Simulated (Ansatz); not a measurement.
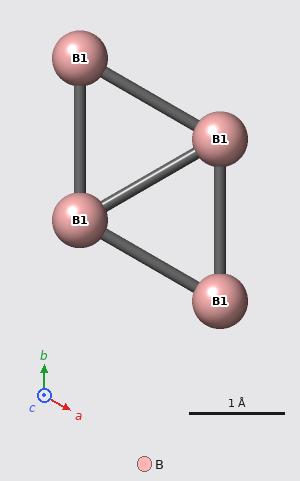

Energy scan for crystalline B (P6/mmm), in which the cell is strained along y alone, with the atoms kept at their fractional coordinates. x, y and z are the Cartesian axes of the input. The picture shows the reference cell. The picture is a ball-and-stick view of the cell of the calculation, seen along the c axis.

These are results of DFT LDA, scalar-relativistic, plane waves, PAW (Ansatz), not measurements. Settings: plane-wave cutoff 420 eV; k-point mesh 33 × 33 × 14; occupations gaussian; smearing width 0.15 eV; no spin polarisation. Energies (free energies at the smearing named) are counted from the cell as listed in its source, which wasn't relaxed.

```
CELL_PARAMETERS angstrom
1.70243 0.00000 0.00000
-0.85122 1.47435 0.00000
0.00000 0.00000 3.63542
ATOMIC_POSITIONS crystal
B 0.00000 0.00000 0.00000
```

What energies does the calculation give (the strain: −0.040, −0.030, −0.020, −0.010, 0.000, 0.010, 0.020, 0.030, 0.040)?

Answer.
| strain | E − E(ref) (meV/atom) |
| --- | --- |
| −0.040 | 25.6 |
| −0.030 | 12.2 |
| −0.020 | 3.7 |
| −0.010 | −0.2 |
| 0.000 | 0.0 |
| 0.010 | 4.1 |
| 0.020 | 11.6 |
| 0.030 | 21.9 |
| 0.040 | 34.4 |

The lowest computed point lies at the strain −0.01 (−0.2 meV/atom). The end points stand at 25.6 meV/atom (−0.04) and 34.4 meV/atom (0.04). The unrelaxed reference is under a pressure of −3.0 GPa, which tilts the curve. The distortion takes the space group from P6/mmm to Cmmm. At the strain −0.04 the cell of the drawing goes b 1.702 → 1.652 Å, γ 120.0° → 121.0°.

The computed profile:

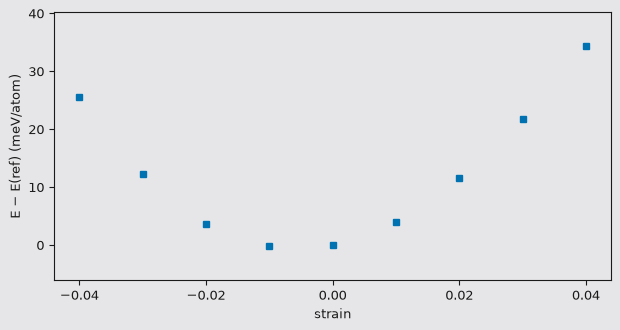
